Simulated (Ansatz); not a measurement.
Cell and atoms:

```
Ta N
1.0
     2.99048    0.00000    0.00000
    -1.49524    2.58983    0.00000
     0.00000    0.00000    7.60304
Ta N
3 1
Direct
  0.00000 0.00000 0.50000
  0.33333 0.66667 0.17552
  0.66667 0.33333 0.82448
  0.00000 0.00000 0.00000
```

Question: Characterise the structure given above.

Answer: The solid is Ta$_{3}$N. It takes space group P-3m1 (No. 164) on a primitive hexagonal lattice. In the cell are 3 Ta, 1 N, which makes 1 formula unit.

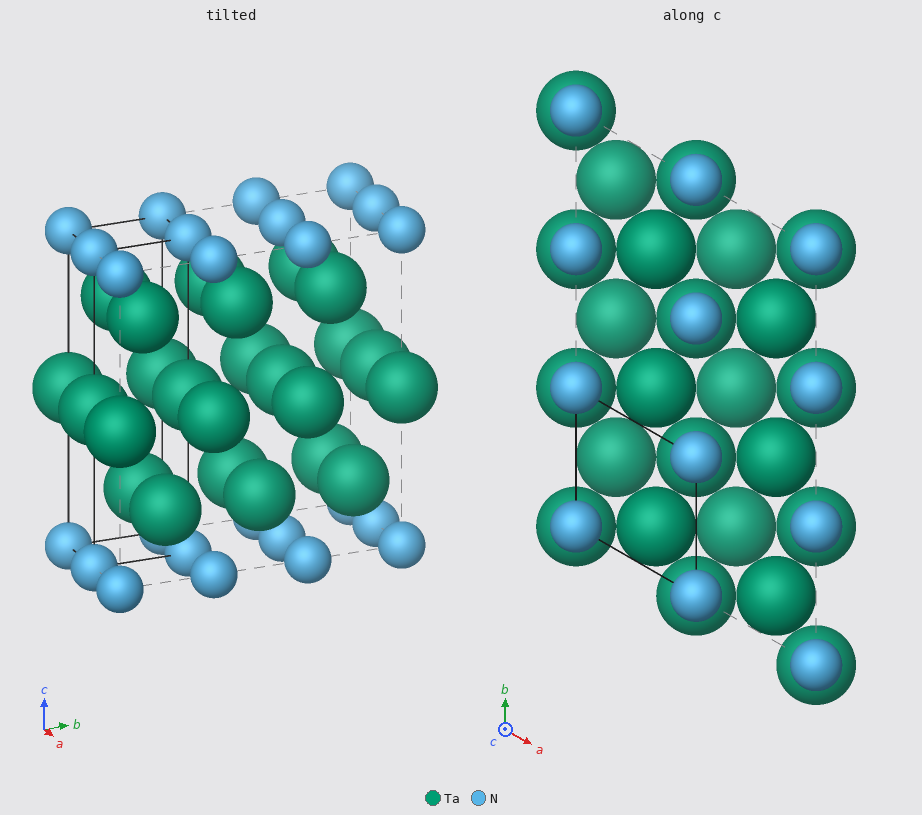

The crystal in a spheres-only representation, seen slightly off an axis and along the c axis. One conventional unit cell is drawn solid; the view covers 2×3×1 cells. Colours: tantalum teal, nitrogen blue.

The starting point was a structure listed in the Materials Project. What is shown is the relaxed result from DFT r2SCAN, scalar-relativistic, plane waves, PAW in Ansatz.
